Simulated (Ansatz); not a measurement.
```
Hf O
1.0
     0.00000   -2.52918   -2.52918
     0.00000    2.52918   -2.52918
     5.00778    0.00000    0.00000
Hf O
2 4
Direct
  0.50000 0.50000 0.50000
  0.00000 0.00000 0.00000
  0.50000 0.00000 0.25000
  0.00000 0.50000 0.75000
  0.50000 0.00000 0.75000
  0.00000 0.50000 0.25000
```

Space group I4/mmm; started from the fluorite prototype, which need not be the ambient phase; changed on purpose from its base cell (uniaxial x strain -1.0%); computed pressure about 2 GPa in this cell.

The calculation used DFT, HSE06, plane waves, PAW (Ansatz 0.2.0).

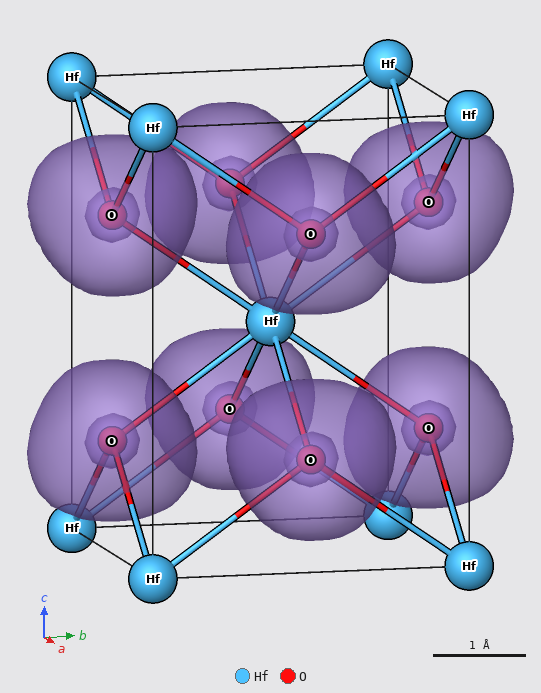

HfO₂. Isosurface of the electron localisation function at 0.6 (purple), seen slightly off an axis. Only the valence region is drawn (cores and ρ < 0.01 e/Å³ removed). Sticks mark near contacts.

In a PAW calculation such maps are meaningful between the atoms, not at the nuclei.

Describe the localisation domains.

At this value the surface marks out four regions wrapped around O (the valence shell of each), counted in one cell of 6 atoms. Any copies at cell faces, edges or corners count once. Profiles from the grid: Hf–O (2.18 Å): the ELF peaks at about 0.85 in the valence shell of O, 0.6 Å from its nucleus, and drops to about 0.15 between the two atoms; no localised pair shows between them.

Does the calculation give a band gap?

It is gapped, with a Kohn–Sham gap of 5.4 eV on the k-point mesh (the band edges may lie off the mesh, which would make the gap smaller).
